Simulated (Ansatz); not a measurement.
## Geometry relaxation of TiC (part 1 of 3)

System: TiC (slab, 32 atoms in the cell).
Method: DFT PBE+D3(BJ), scalar-relativistic, plane waves, PAW, no spin polarisation (Ansatz 0.2.0).

The structure derives from an entry of the Crystallography Open Database. The input holds or restrains some coordinates. Forces given for the steps count only the free coordinates. It belongs to a series of runs on one base structure; here: clean slab, lower planes held.

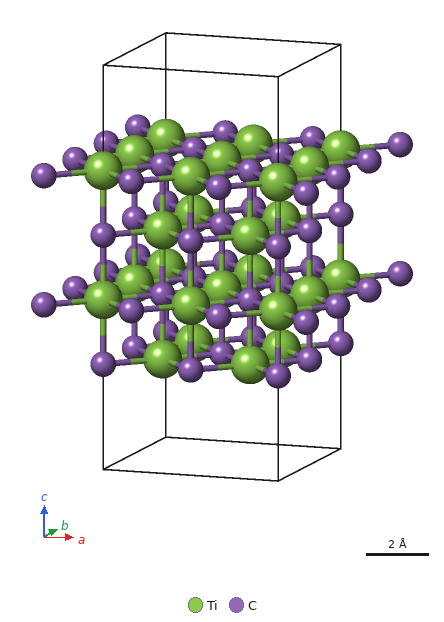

**Figure 1.** The starting structure (ball-and-stick view of the cell of the calculation, with the vacuum cut short, seen slightly off an axis; bonded neighbours outside the cell are drawn too). An atom can appear more than once, as a periodic image. Near neighbours in the periodic cell (some may lie outside the picture): Ti has 5 C at 2.15 Å; C has 5 Ti at 2.15 Å; Ti has 6 C at 2.15 Å; C has 6 Ti at 2.15 Å.

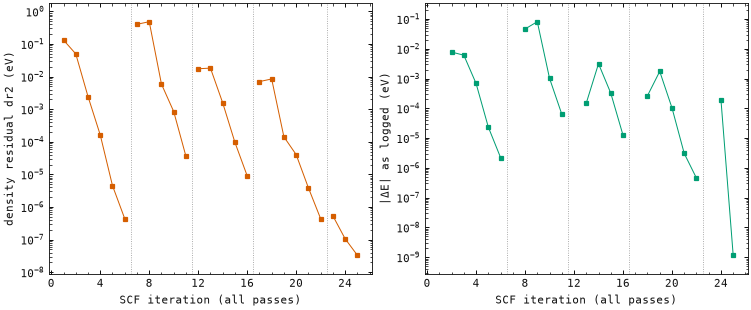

**Figure 2.** Convergence of the self-consistent field: density residual dr2 and size of the energy change against the SCF iteration. The dotted lines part the SCF passes of the relaxation: geometry steps, rejected trials and re-solves on a re-selected basis. The 5 passes take 3 to 6 iterations each, 25 in all.

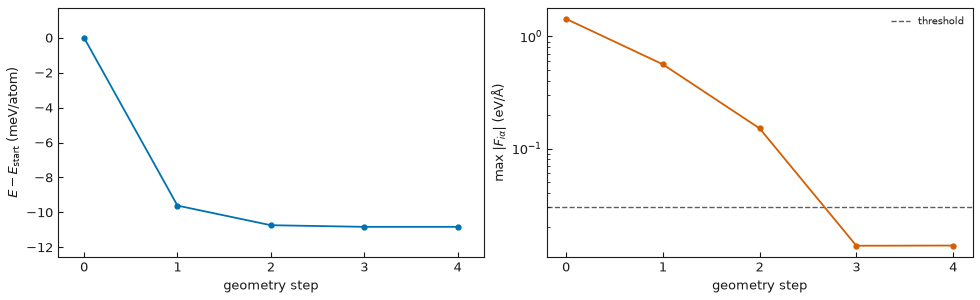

**Figure 3.** Progress of the restrained relaxation, step by step (the first geometry is step 0 here and step 1 in the log).

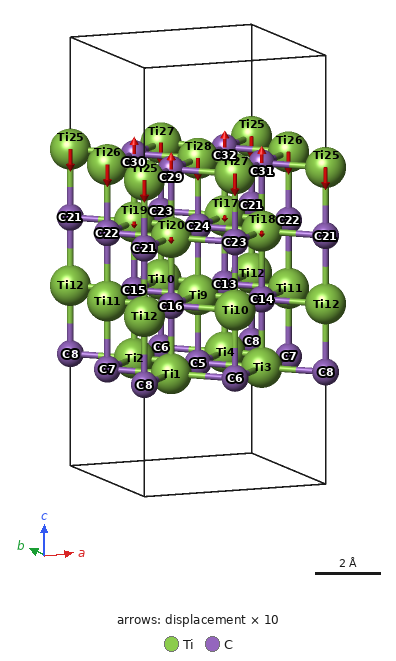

**Figure 4.** The starting structure with the displacements as red arrows, magnified 10 times (ball-and-stick view of the cell of the calculation, with the vacuum cut short, seen slightly off an axis). The largest moves, 0.072 Å, are those of Ti25, Ti26, Ti27 and Ti28. By element the largest moves are Ti 0.072 Å, C 0.054 Å. The cell doesn't change. Distances before and after: Ti17–C32 2.146 → 2.221 Å, C21–Ti25 2.146 → 2.078 Å, C13–Ti17 2.146 → 2.124 Å, Ti10–C23 2.146 → 2.141 Å. Among the angles that change: C29–Ti27–C32 180.0° → 173.3°, Ti25–C30–Ti28 180.0° → 173.3°, C23–Ti27–C29 90.0° → 93.4°. The energy falls by 10.8 meV per atom in 4 geometry steps. The largest force component goes from 1.4 to 0.014 eV/Å. (Atoms are counted from 1 in the order of the input.)

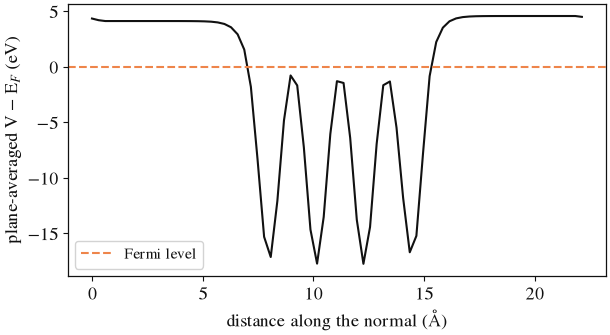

**Figure 5.** Plane average of the electrostatic potential energy of an electron across the cell, from the Fermi level. The vacuum level lies 4.56 eV above the Fermi level on the upper side and 4.11 eV on the lower.

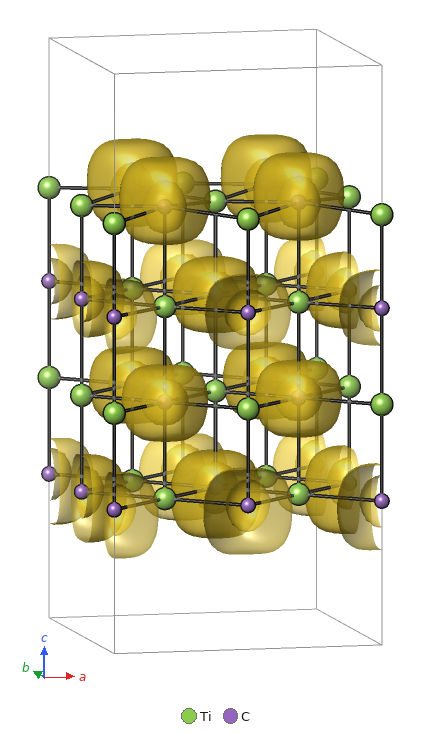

**Figure 6.** Isosurface of the ELF at 0.7 (yellow), seen slightly off an axis. Core shells and regions of very low density are left out. Sticks mark near contacts. Profiles from the grid: Ti–C (2.08 Å): the ELF is about 0.30 at the midpoint (a polar contact without a shared pair, in a metal). Ti–C (2.12 Å): the ELF is about 0.30 at the midpoint (no shared pair; the contact is polar). The fields are those of the smooth PAW valence density.

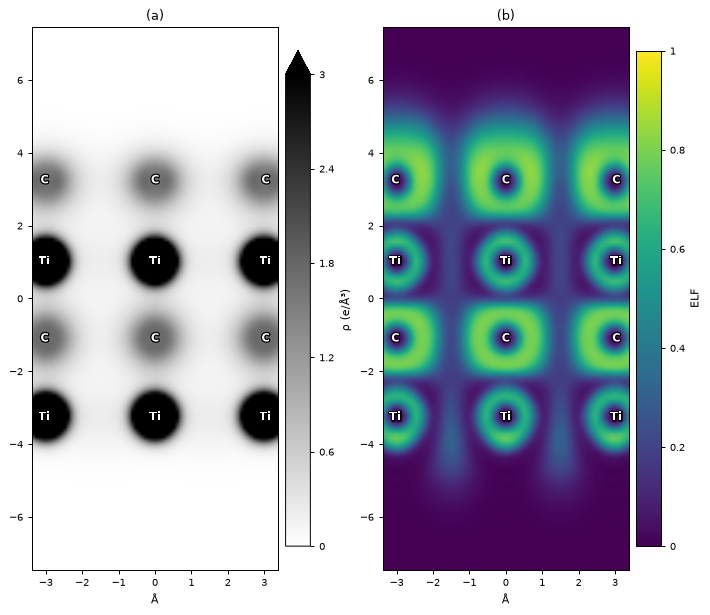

**Figure 7.** (a) valence pseudo-density; (b) electron localisation function on the (100) plane of the calculation cell, a cut from vacuum to vacuum. Ti–C (2.15 Å): the density is about 0.53 e/Å³ at the midpoint; the ELF is about 0.30 at the midpoint (a polar contact without a shared pair, in a metal). Ti–C (2.22 Å): the density is about 0.46 e/Å³ at the midpoint; the ELF is about 0.25 at the midpoint; a polar contact without a shared pair, in a metal. The density dies away to nearly zero in the vacuum. The strong features right at Ti lie inside the PAW spheres (semicore, d or f shells) and say nothing about bonding.

The input and output of the run follow.

Input file
```yaml
crystal:
  lattice:
    - [6.0686302345, 0.0, 0.0]
    - [0.0, 6.0686302345, 0.0]
    - [0.0, 0.0, 22.436754387]
  atoms:
    - { symbol: Ti, position: [0.25, 0.25, 0.3565578097] }
    - { symbol: Ti, position: [0.25, 0.75, 0.3565578097] }
    - { symbol: Ti, position: [0.75, 0.25, 0.3565578097] }
    - { symbol: Ti, position: [0.75, 0.75, 0.3565578097] }
    - { symbol: C, position: [0.5, 0.5, 0.3565578097] }
    - { symbol: C, position: [0.5, 0.0, 0.3565578097] }
    - { symbol: C, position: [0.0, 0.5, 0.3565578097] }
    - { symbol: C, position: [0.0, 0.0, 0.3565578097] }
    - { symbol: Ti, position: [0.5, 0.5, 0.4521859366] }
    - { symbol: Ti, position: [0.5, 0.0, 0.4521859366] }
    - { symbol: Ti, position: [0.0, 0.5, 0.4521859366] }
    - { symbol: Ti, position: [0.0, 0.0, 0.4521859366] }
    - { symbol: C, position: [0.75, 0.75, 0.4521859366] }
    - { symbol: C, position: [0.75, 0.25, 0.4521859366] }
    - { symbol: C, position: [0.25, 0.75, 0.4521859366] }
    - { symbol: C, position: [0.25, 0.25, 0.4521859366] }
    - { symbol: Ti, position: [0.75, 0.75, 0.5478140634] }
    - { symbol: Ti, position: [0.75, 0.25, 0.5478140634] }
    - { symbol: Ti, position: [0.25, 0.75, 0.5478140634] }
    - { symbol: Ti, position: [0.25, 0.25, 0.5478140634] }
    - { symbol: C, position: [0.0, 0.0, 0.5478140634] }
    - { symbol: C, position: [0.0, 0.5, 0.5478140634] }
    - { symbol: C, position: [0.5, 0.0, 0.5478140634] }
    - { symbol: C, position: [0.5, 0.5, 0.5478140634] }
    - { symbol: Ti, position: [0.0, 0.0, 0.6434421903] }
    - { symbol: Ti, position: [0.0, 0.5, 0.6434421903] }
    - { symbol: Ti, position: [0.5, 0.0, 0.6434421903] }
    - { symbol: Ti, position: [0.5, 0.5, 0.6434421903] }
    - { symbol: C, position: [0.25, 0.25, 0.6434421903] }
    - { symbol: C, position: [0.25, 0.75, 0.6434421903] }
    - { symbol: C, position: [0.75, 0.25, 0.6434421903] }
    - { symbol: C, position: [0.75, 0.75, 0.6434421903] }
basis:
  ecutwfc: 420
kpoints:
  mp_grid: { grid: [3, 3, 1] }
hamiltonian:
  xc: pbe
  dispersion: d3bj
scf:
  occupations: { method: gaussian, width: 0.1 }
output:
  forces: true
  eigenvalues: true
  write_density: true
  write_potential: true
  elf: true
  volumetric_format: npy
relax:
  adjacent_minimum: "off"
  f_tol: 0.03
  max_steps: 70
  constraints: [{ sites: [0, 1, 2, 3, 4, 5, 6, 7, 8, 9, 10, 11, 12, 13, 14, 15] }]
efield:
  axis: 3
  dipole_correction: true
  ramp_width: 0.04
```

Command:
```bash
ansatz run input.yaml --threads 4 --pin off --max-ram 10240MiB --backend cpu --events-out ev --progress --plain --runs-dir out
```

Log
```
Engine: ansatz 0.2.0, aarch64-unknown-linux-gnu
Pseudopotentials: kind: paw
Pseudopotential: Ti, paw, valence charge 12, recommended cutoff 420 eV (normal), Ti.paw.azcp
Pseudopotential: C, paw, valence charge 4, recommended cutoff 420 eV (normal), C.paw.azcp
Functional definition: PBE
  parameter kappa = 0.804
  parameter beta = 0.06672455060314922
  exchange = pbe_x(kappa = kappa, mu = beta*pi^2/3)
  correlation = pbe_c(beta = beta)
Crystal: 32 atoms, lattice volume = 826.307 Å³
Basis set: ecut = 420 eV, 16151 PW (Γ), exchange–correlation on 90×90×300 points (8 copies of the dense FFT grid, shifted against one another)
Bands: 160, of which v1, the nominal top of the filled ones, is band 128 counted from 1 (127 counted from 0)
Symmetry: 32 space group operations
k-points: 3 of 9
Non-local potential: Ti, projectors of the file, l = 0: 3, l = 1: 2, l = 2: 3, l = 3: 1
Non-local potential: C, projectors of the file, l = 0: 2, l = 1: 2, l = 2: 1
PAW form: soft (Blöchl's): semilocal exchange-correlation on the pseudo side does not see the compensation charge
PAW one-centre angular grid: Ti, 590 points (default); XC on 64 Gauss nodes
PAW one-centre angular grid: C, 110 points (default); XC on 64 Gauss nodes
Initial density: superposition of atomic densities (neutral atoms: chi_scale 0, normalization atom), corrected by the library's trained network
Initial wavefunctions: pseudopotential atomic-orbital guess
Functional: x = pbe(κ = 0.804, μ = 0.2195149727645171), c = pbe(β = 0.06672455060314922)
SCF iter   1: F=—  HF=-44039.026145 eV  |F-HF|=—  |Δ(HF+E_count)|=         —  Δρ=3.06e-3  dr2=1.32e-1  ethr=1.77e-3  p=0.000 e·Å  D=2.08e-13 V/Å  ΔV_dip=-0.00 eV  dr2_dipole=1.28e-8  V_vac-E_F(+/−)=4.15/4.15 eV  ⟨swp⟩=7.0  Hψ=2223  notcnv=0
efield: sawtooth ramp at fractional position 0.9800 (placed from the atoms, in the widest stretch of the axis that holds none; the zero of the levels goes with the place), width 0.0400; the density the first Hamiltonian is built on has a dipole p = 0.000 e·Å; the dipole correction subtracts the counter field D = 2.08e-13 V/Å, which shifts the + side's vacuum level by -0.00 eV against the − side's; the planar-averaged density in the ramp window peaks in size at 5.8e-5 e/Å³
preconditioner: auto → LDOS  [metal: Δε(μ)=0.025 eV  Ē_g=6.397 eV  σ=0.100 eV  W_gap=0.14  n_scr=156 (ndim 8)  ℏωp=14.6 eV  f_vac=0.552  D(μ)=11.22/eV (n_scr^D=58)  β→1.0]
SCF iter   2: F=—  HF=-44039.033917 eV  |F-HF|=—  |Δ(HF+E_count)|=   7.77e-3  Δρ=1.98e-3  dr2=4.98e-2  ethr=5.14e-5  p=0.000 e·Å  D=3.97e-5 V/Å  ΔV_dip=-0.00 eV  dr2_dipole=1.59e-9  V_vac-E_F(+/−)=4.04/4.04 eV  ⟨swp⟩=2.3  Hψ=759  notcnv=0  defer=41
SCF iter   3: F=—  HF=-44039.027827 eV  |F-HF|=—  |Δ(HF+E_count)|=   6.09e-3  Δρ=4.01e-4  dr2=2.45e-3  ethr=1.94e-5  p=0.000 e·Å  D=6.18e-6 V/Å  ΔV_dip=-0.00 eV  dr2_dipole=1.10e-9  V_vac-E_F(+/−)=4.06/4.06 eV  ⟨swp⟩=2.0  Hψ=603  notcnv=0  defer=41
SCF iter   4: F=—  HF=-44039.027142 eV  |F-HF|=—  |Δ(HF+E_count)|=   6.85e-4  Δρ=1.15e-4  dr2=1.62e-4  ethr=9.59e-7  p=-0.000 e·Å  D=-2.50e-6 V/Å  ΔV_dip=0.00 eV  dr2_dipole=1.71e-9  V_vac-E_F(+/−)=4.07/4.07 eV  ⟨swp⟩=2.7  Hψ=746  notcnv=0  defer=29
iter 5 did not close the SCF: its close was put off for the readings that it lacked (scf_convergence_deferred on its scf_iter line)
SCF iter   5: F=-44039.027119 eV  HF=-44039.027119 eV  |F-HF|=6.65e-7  |Δ(HF+E_count)|=   2.34e-5  Δρ=2.69e-5  dr2=4.51e-6  ethr=6.34e-8  p=-0.000 e·Å  D=-4.46e-7 V/Å  ΔV_dip=0.00 eV  dr2_dipole=1.77e-10  V_vac-E_F(+/−)=4.07/4.07 eV  ⟨swp⟩=3.0  Hψ=797  notcnv=0  defer=29
SCF iter   6: F=-44039.027121 eV  HF=-44039.027121 eV  |F-HF|=6.41e-7  |Δ(HF+E_count)|=   2.22e-6  Δρ=7.92e-6  dr2=4.38e-7  ethr=1.76e-9  p=-0.000 e·Å  D=-1.38e-7 V/Å  ΔV_dip=0.00 eV  dr2_dipole=6.57e-11  V_vac-E_F(+/−)=4.07/4.07 eV  ⟨swp⟩=20.3  Hψ=4736  notcnv=0
SCF 1 converged in 6 iterations: F = -44039.027121 eV  dr2 = 4.38e-7
  greatest PAW one-centre occupation: 0.999 electrons in one spin orbital (limit 2), on the Ti atom at site 19 (counted from 0), in its partial waves of l = 0
relax step   1: F+E_penalty+E_count = -44039.02712140 eV  Δ(F+E_penalty+E_count) = +0.000e0 eV  max|allowed force component| = 1.435e0 eV/Å  Δτ_max = 0.0000 Å  (6 SCF iters, dr2 threshold 2.25e-5 eV, accepted)
Initial density: handed on by an earlier stage of this run
Initial wavefunctions: those handed on with the density
iter 1 solved again at ethr=1.55e-4 eV; its pass at ethr=3.10e-3 eV (dr2=3.97e-1 eV) is discarded
```
